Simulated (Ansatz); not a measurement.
## TiN: geometry relaxation

TiN (Fm-3m, 2 atoms in the cell), computed with DFT PBE, scalar-relativistic, plane waves, PAW, PAW set soft_1, no spin polarisation (Ansatz 0.2.0).

The structure derives from an entry of the Crystallography Open Database.

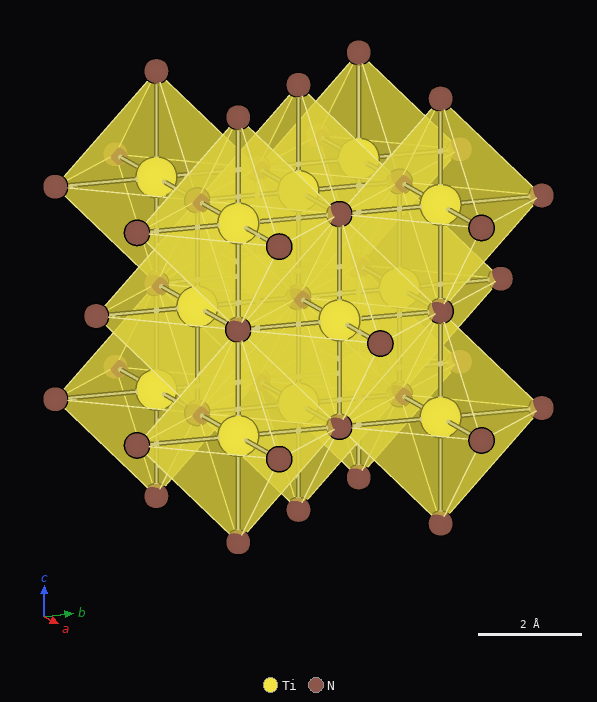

Fig. 1: The input geometry (polyhedral view of the cell 4 times as large as that of the calculation, set on its symmetry axes, seen slightly off an axis; polyhedra are completed across the faces of the cell).

Results in brief:

| quantity | value |
| --- | --- |
| outcome | converged |
| space group (tolerance 0.01 Å) | Fm-3m (225) |
| electrons treated | 17 |
| free energy | −2887.1094 eV |
| Fermi energy | 16.996 eV |
| gap on the k-point mesh | none (metallic) |
| pressure | 0.01 GPa |
| final volume | 19.15 Å³ |
| largest force (length of the vector) at the end | under 0.001 eV/Å |
| final cell | a = 3.003 Å, b = 3.003 Å, c = 3.003 Å, α = 60.00°, β = 60.00°, γ = 60.00° |
| hardware | 2 threads of Arm Neoverse V1, 24 GiB of memory available, shared host |
| wall time | 7.6 s (CPU time 15 s) |
| peak memory | 0.35 GiB |

The cell holds an odd number of electrons but the run has no spin polarisation, so it comes out as a metal.

Input:
```yaml
crystal:
  lattice:
    - [0.0, 2.122, 2.122]
    - [2.122, 0.0, 2.122]
    - [2.122, 2.122, 0.0]
  atoms:
    - { symbol: Ti, position: [0.0, 0.0, 0.0] }
    - { symbol: "N", position: [0.5, 0.5, 0.5] }
basis:
  ecutwfc: 420
kpoints:
  mp_grid: { grid: [18, 18, 18] }
hamiltonian:
  xc: pbe
  pseudopotentials: { kind: paw, azcp: { folder: soft_1 } }
scf:
  occupations: { method: gaussian, width: 0.1 }
output:
  forces: true
  stress: true
  eigenvalues: true
relax:
  adjacent_minimum: "off"
  f_tol: 0.005
  max_steps: 80
  cell: { stress_tol: 0.05 }
```

Launch command:
```bash
ansatz run input.yaml --threads 2 --pin off --max-ram 6144MiB --backend cpu --events-out ev --progress --plain --runs-dir out
```

Log:
```
Engine: ansatz 0.2.0, aarch64-unknown-linux-gnu
Pseudopotentials: kind: paw
Pseudopotential: Ti, paw, valence charge 12, recommended cutoff 420 eV (normal), [file]
Pseudopotential: N, paw, valence charge 5, recommended cutoff 420 eV (normal), [file]
Functional definition: PBE
  parameter kappa = 0.804
  parameter beta = 0.06672455060314922
  exchange = pbe_x(kappa = kappa, mu = beta*pi^2/3)
  correlation = pbe_c(beta = beta)
Crystal: 2 atoms, lattice volume = 19.110 Å³
Basis set: ecut = 420 eV, 339 PW (Γ), exchange–correlation on 48×48×48 points (8 copies of the dense FFT grid, shifted against one another)
Bands: 13, of which v1, the nominal top of the filled ones, is band 9 counted from 1 (8 counted from 0)
Symmetry: 48 space group operations
Space group: Fm-3m (ITA 225), of the structure as read, at distance tolerance 2.7e-5 Å
k-points: 195 of 5832
Non-local potential: Ti, projectors of the file, l = 0: 3, l = 1: 2, l = 2: 3, l = 3: 1
Non-local potential: N, projectors of the file, l = 0: 2, l = 1: 2, l = 2: 1
PAW form: soft (Blöchl's): semilocal exchange-correlation on the pseudo side does not see the compensation charge
PAW one-centre angular grid: Ti, 590 points (default); XC on 64 Gauss nodes
PAW one-centre angular grid: N, 110 points (default); XC on 64 Gauss nodes
Initial density: superposition of atomic densities (chi_scale 0.1, normalization cell, long waves kept (reshape's long-wave potential 0.00 eV rms))
Initial wavefunctions: pseudopotential atomic-orbital guess
Functional: x = pbe(κ = 0.804, μ = 0.2195149727645171), c = pbe(β = 0.06672455060314922)
SCF iter   1: F=—  HF=-2887.379772 eV  |F-HF|=—  |Δ(HF+E_count)|=         —  Δρ=7.83e-2  dr2=1.46e0  ethr=3.10e-3  ⟨swp⟩=4.4  Hψ=12351  notcnv=0
preconditioner: auto → none  [metal: Δε(μ)=0.032 eV  Ē_g=10.280 eV  σ=0.100 eV  W_gap=0.18  n_scr=8 (ndim 8)  ℏωp=25.5 eV  f_vac=0.000  D(μ)=0.86/eV (n_scr^D=8)  sad-step TF]
SCF iter   2: F=—  HF=-2887.257790 eV  |F-HF|=—  |Δ(HF+E_count)|=   1.22e-1  Δρ=5.66e-2  dr2=7.83e-1  ethr=3.10e-3  ⟨swp⟩=1.3  Hψ=4151  notcnv=0  defer=58
SCF iter   3: F=—  HF=-2887.111159 eV  |F-HF|=—  |Δ(HF+E_count)|=   1.47e-1  Δρ=7.56e-3  dr2=6.13e-3  ethr=3.10e-3  ⟨swp⟩=2.3  Hψ=4100  notcnv=0  defer=58
SCF iter   4: F=—  HF=-2887.109235 eV  |F-HF|=—  |Δ(HF+E_count)|=   1.92e-3  Δρ=1.25e-3  dr2=1.07e-4  ethr=3.61e-5  ⟨swp⟩=2.3  Hψ=5608  notcnv=0  defer=66
SCF iter   5: F=—  HF=-2887.109322 eV  |F-HF|=—  |Δ(HF+E_count)|=   8.78e-5  Δρ=2.74e-4  dr2=6.63e-6  ethr=6.28e-7  ⟨swp⟩=2.0  Hψ=3370  notcnv=0  defer=66
SCF iter   6: F=—  HF=-2887.109327 eV  |F-HF|=—  |Δ(HF+E_count)|=   4.73e-6  Δρ=2.43e-5  dr2=4.58e-8  ethr=5.88e-10  ⟨swp⟩=4.4  Hψ=11319  notcnv=0
SCF iter   7: F=-2887.109327 eV  HF=-2887.109327 eV  |F-HF|=1.29e-10  |Δ(HF+E_count)|=   3.13e-8  Δρ=1.46e-6  dr2=2.57e-10  ethr=2.69e-10  ⟨swp⟩=2.0  Hψ=8174  notcnv=0
SCF 1 converged in 7 iterations: F = -2887.109327 eV  dr2 = 2.57e-10
  greatest PAW one-centre occupation: 0.999 electrons in one spin orbital (limit 2), on the Ti atom at site 0 (counted from 0), in its partial waves of l = 0
relax step   1: F+E_penalty+E_count = -2887.10932724 eV  Δ(F+E_penalty+E_count) = +0.000e0 eV  max|allowed force component| = 4.832e-30 eV/Å  Δτ_max = 0.0000 Å  P = +0.533 GPa  Ω = 19.110 Å³  (7 SCF iters, dr2 threshold 1.00e-7 eV, accepted)
Crystal: 2 atoms, lattice volume = 19.139 Å³
Initial density: handed on by an earlier stage of this run
Initial wavefunctions: those handed on with the density
iter 1 solved again at ethr=1.24e-7 eV; its pass at ethr=3.10e-3 eV (dr2=2.11e-5 eV) is discarded
SCF iter   1: F=—  HF=-2887.109319 eV  |F-HF|=—  |Δ(HF+E_count)|=         —  Δρ=3.14e-4  dr2=2.14e-5  ethr=1.24e-7  ⟨swp⟩=1.0  Hψ=12331  notcnv=0
preconditioner: auto → none  [metal: Δε(μ)=0.036 eV  Ē_g=9.589 eV  σ=0.100 eV  W_gap=0.20  n_scr=8 (ndim 8)  ℏωp=25.5 eV  f_vac=0.000  D(μ)=0.85/eV (n_scr^D=8)]
SCF iter   2: F=—  HF=-2887.109319 eV  |F-HF|=—  |Δ(HF+E_count)|=   5.82e-7  Δρ=1.18e-4  dr2=3.45e-6  ethr=1.24e-7  ⟨swp⟩=1.5  Hψ=2879  notcnv=0
iter 3 did not close the SCF: its close was put off for the readings that it lacked (scf_convergence_deferred on its scf_iter line)
SCF iter   3: F=-2887.109319 eV  HF=-2887.109319 eV  |F-HF|=8.97e-8  |Δ(HF+E_count)|=   6.31e-7  Δρ=2.16e-5  dr2=1.12e-7  ethr=2.03e-8  ⟨swp⟩=1.5  Hψ=2660  notcnv=0
iter 4 did not close the SCF: its close was put off for the readings that it lacked (scf_convergence_deferred on its scf_iter line)
SCF iter   4: F=-2887.109319 eV  HF=-2887.109319 eV  |F-HF|=6.32e-11  |Δ(HF+E_count)|=   1.65e-8  Δρ=4.09e-6  dr2=1.26e-9  ethr=6.60e-10  ⟨swp⟩=2.2  Hψ=3277  notcnv=0
iter 5 did not close the SCF: its close was put off for the readings that it lacked (scf_convergence_deferred on its scf_iter line)
SCF iter   5: F=-2887.109319 eV  HF=-2887.109319 eV  |F-HF|=1.36e-12  |Δ(HF+E_count)|=  2.39e-10  Δρ=2.00e-7  dr2=1.82e-12  ethr=7.41e-12  ⟨swp⟩=2.4  Hψ=4224  notcnv=0
SCF iter   6: F=-2887.109319 eV  HF=-2887.109319 eV  |F-HF|=0.00e0  |Δ(HF+E_count)|=  3.18e-12  Δρ=3.70e-8  dr2=1.26e-13  ethr=1.00e-12  ⟨swp⟩=1.0  Hψ=5850  notcnv=0
SCF 2 converged in 6 iterations: F = -2887.109319 eV  dr2 = 1.26e-13
relax step   2: F+E_penalty+E_count = -2887.10931866 eV  Δ(F+E_penalty+E_count) = +8.580e-6 eV  max|allowed force component| = 3.261e-29 eV/Å  Δτ_max = 0.0000 Å  P = +0.107 GPa  Ω = 19.139 Å³  energy of the carried Pulay correction = -6.627e-5 eV  (6 SCF iters, dr2 threshold 2.00e-7 eV, accepted)
Crystal: 2 atoms, lattice volume = 19.146 Å³
iter 1 solved again at ethr=7.86e-9 eV; its pass at ethr=3.10e-3 eV (dr2=1.34e-6 eV) is discarded
SCF iter   1: F=—  HF=-2887.109301 eV  |F-HF|=—  |Δ(HF+E_count)|=         —  Δρ=7.86e-5  dr2=1.35e-6  ethr=7.86e-9  ⟨swp⟩=1.0  Hψ=12327  notcnv=0
preconditioner: auto → none  [metal: Δε(μ)=0.036 eV  Ē_g=9.588 eV  σ=0.100 eV  W_gap=0.20  n_scr=8 (ndim 8)  ℏωp=25.5 eV  f_vac=0.000  D(μ)=0.85/eV (n_scr^D=8)]
SCF iter   2: F=—  HF=-2887.109305 eV  |F-HF|=—  |Δ(HF+E_count)|=   3.87e-6  Δρ=2.94e-5  dr2=2.15e-7  ethr=7.86e-9  ⟨swp⟩=1.5  Hψ=2871  notcnv=0
iter 3 did not close the SCF: its close was put off for the readings that it lacked (scf_convergence_deferred on its scf_iter line)
SCF iter   3: F=-2887.109304 eV  HF=-2887.109304 eV  |F-HF|=5.67e-9  |Δ(HF+E_count)|=   3.94e-8  Δρ=5.43e-6  dr2=7.10e-9  ethr=1.27e-9  ⟨swp⟩=1.5  Hψ=2660  notcnv=0
iter 4 did not close the SCF: its close was put off for the readings that it lacked (scf_convergence_deferred on its scf_iter line)
SCF iter   4: F=-2887.109304 eV  HF=-2887.109304 eV  |F-HF|=4.55e-12  |Δ(HF+E_count)|=   1.05e-9  Δρ=1.03e-6  dr2=7.95e-11  ethr=4.18e-11  ⟨swp⟩=2.2  Hψ=3292  notcnv=0
iter 5 did not close the SCF: its close was put off for the readings that it lacked (scf_convergence_deferred on its scf_iter line)
SCF iter   5: F=-2887.109304 eV  HF=-2887.109304 eV  |F-HF|=4.55e-13  |Δ(HF+E_count)|=  1.46e-11  Δρ=4.82e-8  dr2=9.98e-14  ethr=1.00e-12  ⟨swp⟩=1.1  Hψ=2591  notcnv=0
SCF iter   6: F=-2887.109304 eV  HF=-2887.109304 eV  |F-HF|=0.00e0  |Δ(HF+E_count)|=    0.00e0  Δρ=1.10e-8  dr2=9.23e-15  ethr=1.00e-12  ⟨swp⟩=1.0  Hψ=5850  notcnv=0
SCF 3 converged in 6 iterations: F = -2887.109304 eV  dr2 = 9.23e-15
relax step   3: F+E_penalty+E_count = -2887.10930448 eV  Δ(F+E_penalty+E_count) = +1.418e-5 eV  max|allowed force component| = 1.085e-30 eV/Å  Δτ_max = 0.0000 Å  P = +0.000 GPa  Ω = 19.146 Å³  energy of the carried Pulay correction = -8.288e-5 eV  (6 SCF iters, dr2 threshold 2.84e-8 eV, accepted)
Initial wavefunctions: pseudopotential atomic-orbital guess (no wavefunctions were taken with the density)
iter 1 solved again at ethr=1.52e-10 eV; its pass at ethr=3.10e-3 eV (dr2=2.58e-8 eV) is discarded
SCF iter   1: F=—  HF=-2887.109393 eV  |F-HF|=—  |Δ(HF+E_count)|=         —  Δρ=1.02e-5  dr2=2.74e-9  ethr=1.52e-10  ⟨swp⟩=3.2  Hψ=20407  notcnv=0
preconditioner: auto → none  [metal: Δε(μ)=0.035 eV  Ē_g=9.588 eV  σ=0.100 eV  W_gap=0.19  n_scr=8 (ndim 8)  ℏωp=25.5 eV  f_vac=0.000  D(μ)=0.85/eV (n_scr^D=8)]
SCF iter   2: F=—  HF=-2887.109397 eV  |F-HF|=—  |Δ(HF+E_count)|=   4.10e-6  Δρ=5.00e-6  dr2=5.71e-10  ethr=1.61e-11  ⟨swp⟩=2.7  Hψ=4138  notcnv=0
iter 3 did not close the SCF: its close was put off for the readings that it lacked (scf_convergence_deferred on its scf_iter line)
SCF iter   3: F=-2887.109397 eV  HF=-2887.109397 eV  |F-HF|=3.64e-12  |Δ(HF+E_count)|=   1.77e-9  Δρ=4.17e-7  dr2=1.12e-11  ethr=3.36e-12  ⟨swp⟩=3.0  Hψ=4221  notcnv=0
iter 4 did not close the SCF: its close was put off for the readings that it lacked (scf_convergence_deferred on its scf_iter line)
SCF iter   4: F=-2887.109397 eV  HF=-2887.109397 eV  |F-HF|=9.09e-13  |Δ(HF+E_count)|=  8.19e-12  Δρ=7.02e-8  dr2=3.84e-13  ethr=1.00e-12  ⟨swp⟩=1.0  Hψ=2535  notcnv=0
iter 5 did not close the SCF: its close was put off for the readings that it lacked (scf_convergence_deferred on its scf_iter line)
SCF iter   5: F=-2887.109397 eV  HF=-2887.109397 eV  |F-HF|=4.55e-13  |Δ(HF+E_count)|=    0.00e0  Δρ=1.43e-8  dr2=3.54e-14  ethr=1.00e-12  ⟨swp⟩=1.0  Hψ=2535  notcnv=0
iter 6 did not close the SCF: its close was put off for the readings that it lacked (scf_convergence_deferred on its scf_iter line)
SCF iter   6: F=-2887.109397 eV  HF=-2887.109397 eV  |F-HF|=4.55e-13  |Δ(HF+E_count)|=  4.55e-13  Δρ=3.83e-9  dr2=1.56e-15  ethr=1.00e-12  ⟨swp⟩=1.0  Hψ=2535  notcnv=0
SCF iter   7: F=-2887.109397 eV  HF=-2887.109397 eV  |F-HF|=9.09e-13  |Δ(HF+E_count)|=  4.55e-13  Δρ=8.93e-10  dr2=1.55e-16  ethr=1.00e-12  ⟨swp⟩=2.0  Hψ=6703  notcnv=0
SCF 4 converged in 7 iterations: F = -2887.109397 eV  dr2 = 1.55e-16
relax step   4: F+E_penalty+E_count = -2887.10939724 eV  Δ(F+E_penalty+E_count) = -9.276e-5 eV  max|allowed force component| = 1.512e-30 eV/Å  Δτ_max = 0.0000 Å  P = +0.006 GPa  Ω = 19.146 Å³  stress off target by 6.40e-3 GPa  SCF on the basis re-selected at this cell (its energy is not comparable with the rows above)  (7 SCF iters)
```

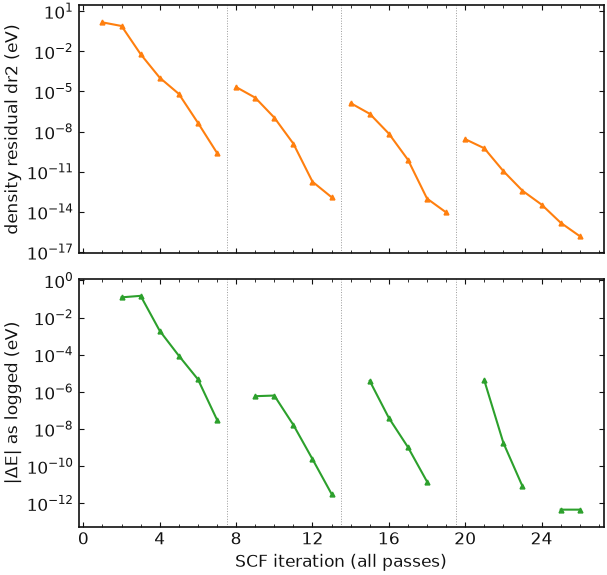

Fig. 2: Convergence of the self-consistent field: density residual dr2 and size of the energy change against the SCF iteration. The dotted lines part the SCF passes of the relaxation: geometry steps, rejected trials and re-solves on a re-selected basis. The passes take 7, 6, 6 and 7 iterations.

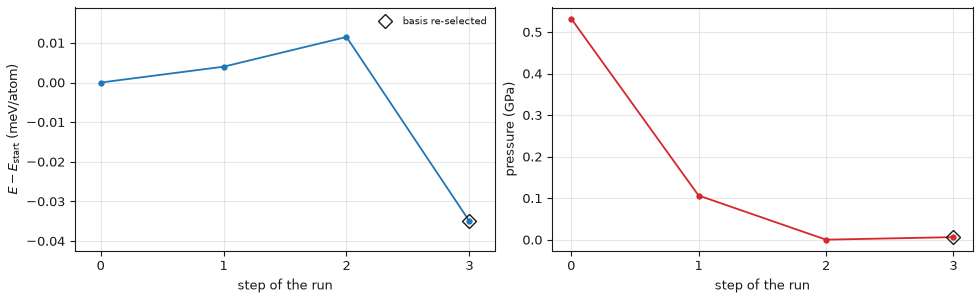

Fig. 3: Progress of the relaxation, step by step (the first geometry is step 0 here and step 1 in the log). No atom moves by more than 0.005 Å relative to the cell. Cell: a = b = c 4.244 → 4.247 Å (+0.1 %). Volume +0.2 %. The space group stays Fm-3m (No. 225). After 2 geometry steps the energy has risen by next to nothing (0.0 meV per atom). All forces vanish by symmetry, so only the cell relaxes. The pressure goes from 0.53 to 0.01 GPa. A last SCF at the same geometry on a re-selected plane-wave basis shifts the energy by next to nothing (0.0 meV per atom).

```
basis re-selected at this cell: Δ(F+E_penalty+E_count) = -9.276e-5 eV, ΔP = +0.006 GPa vs the last step (what re-selecting the basis moved, of the pressure what is left beyond the Pulay correction that the steps carried, after the strain that the cell walked since its last selection, with what the two solves' SCF thresholds leave and, on support functions, any second-order correction that the steps lacked; it is no measure of the basis error at this ecutwfc). This SCF's stress stands 6.40e-3 GPa from its target on what of the cell is left free (relax.cell.stress_tol is 5.00e-2 GPa) and its largest allowed force component is 1.51e-30 eV/Å (relax.f_tol is 5.00e-3 eV/Å): within both
SCF converged after 7 iterations
Free energy (F): -2887.109397 eV
Harris-Foulkes:  -2887.109397 eV  (|F-HF|=9.09e-13)
Internal energy: -2887.105127 eV  (E = F + TS)
E sigma→0 (E₀):  -2887.107262 eV
Entropy (-TS):   -0.004270 eV (-2.135 meV/atom)
Fermi energy:    16.996111 eV
--- Per-component energies (eV) ---
  E_band       = -94.330999
  E_kinetic    = 410.746896
  E_local      = -836.912267  (includes V_loc(G=0)·N_el)
  E_nonlocal   = 94.564922
  E_hartree    = 326.409676
  E_xc         = -177.304103
  E_vxc        = -223.204245  (∫ρ·V_xc dr)
  E_paw        = -1169.239798  (= ΣΔE_a)
  E_vpaw       = -192.346463  (= ΣTr[D̂ρ^β])
  E_aug_tail   = 0.000805  (compensation charges beyond the density's cutoff)
  E_ewald      = -1535.371259
  E_smearing   = -0.004270  (= −TS)
  E_closure    = 0.000000  (closes the sum)
  Σ components = -2887.109397   (vs F -2887.109397, Δ=0.00e0)
--- Forces (eV/Å), atoms counted from 1 ---
  atom   1  Ti    -0.00000000     0.00000000     0.00000000
  atom   2  N     -0.00000000    -0.00000000     0.00000000
  max |Σ_I F_I| component: 2.04e-30 eV/Å
--- Stress (GPa, compression-positive) ---
        0.006402      -0.000000       0.000000
       -0.000000       0.006402      -0.000000
       -0.000000       0.000000       0.006402
  P = ⅓ Tr σ = 0.0064 GPa (0.064 kbar)
--- Band table (eV; the first three rows and the last of 195) ---
  k-point 0: bands = ["-40.8440", "-16.8394", "-16.8394", "-16.8394", "-0.0975", "14.9536", "14.9536", "14.9536", "16.3818", "16.3818", "16.3818", "17.5734", "17.5734"]
  k-point 1: bands = ["-40.8411", "-16.8597", "-16.8411", "-16.8411", "-0.0374", "14.5890", "14.6824", "14.6824", "16.4764", "16.4764", "16.5725", "17.8496", "17.8496"]
  k-point 2: bands = ["-40.8328", "-16.9177", "-16.8459", "-16.8459", "0.1381", "13.8068", "14.1180", "14.1180", "16.6774", "16.6774", "16.8928", "18.5061", "18.5061"]
  k-point 194: bands = ["-40.7168", "-17.2352", "-17.1786", "-17.0629", "1.7488", "11.4155", "11.6509", "11.6886", "17.5080", "18.2700", "19.3740", "20.0726", "20.8415"]
--- Relaxed structure (3 steps of the walk, 3 accepted, 1 SCFs on fresh bases) ---
  F+E_penalty+E_count = -2887.10939724 eV   max|allowed force component| = 1.512e-30 eV/Å   (the final SCF, on the basis selected at the relaxed cell)
  cell:  # Å, volume = 19.1465 Å³
    - [3.199535368312369e-35, 2.1233394915942796, 2.1233394915942796]
    - [2.1233394915942796, 2.742992024544623e-34, 2.1233394915942796]
    - [2.1233394915942796, 2.1233394915942796, 1.4012273090462876e-34]
  atoms:
    - { symbol: Ti, position: [2.068101905093855e-37, -1.7726587757250235e-37, -1.772658775651936e-37] }
    - { symbol: N, position: [0.5, 0.5, 0.5] }
```

Trajectory as extended XYZ (Å, eV, eV/Å), 4 frames, from step=1 to step=4:
```
2
Lattice="0.0000 2.1220 2.1220 2.1220 0.0000 2.1220 2.1220 2.1220 0.0000" Properties=species:S:1:pos:R:3:forces:R:3 step=1 energy=-2887.10933 pressure_GPa=0.53
Ti    0.0000    0.0000    0.0000    0.0000   0.0000   0.0000
N     2.1220    2.1220    2.1220    0.0000   0.0000   0.0000
2
Lattice="0.0000 2.1231 2.1231 2.1231 0.0000 2.1231 2.1231 2.1231 0.0000" Properties=species:S:1:pos:R:3:forces:R:3 step=2 energy=-2887.10932 pressure_GPa=0.11
Ti    0.0000    0.0000    0.0000    0.0000   0.0000   0.0000
N     2.1231    2.1231    2.1231    0.0000   0.0000   0.0000
2
Lattice="0.0000 2.1233 2.1233 2.1233 0.0000 2.1233 2.1233 2.1233 0.0000" Properties=species:S:1:pos:R:3:forces:R:3 step=3 energy=-2887.10930 pressure_GPa=0.00
Ti    0.0000    0.0000    0.0000    0.0000   0.0000   0.0000
N     2.1233    2.1233    2.1233    0.0000   0.0000   0.0000
2
Lattice="0.0000 2.1233 2.1233 2.1233 0.0000 2.1233 2.1233 2.1233 0.0000" Properties=species:S:1:pos:R:3:forces:R:3 step=4 energy=-2887.10940 pressure_GPa=0.01
Ti    0.0000    0.0000    0.0000    0.0000   0.0000   0.0000
N     2.1233    2.1233    2.1233    0.0000   0.0000   0.0000
```
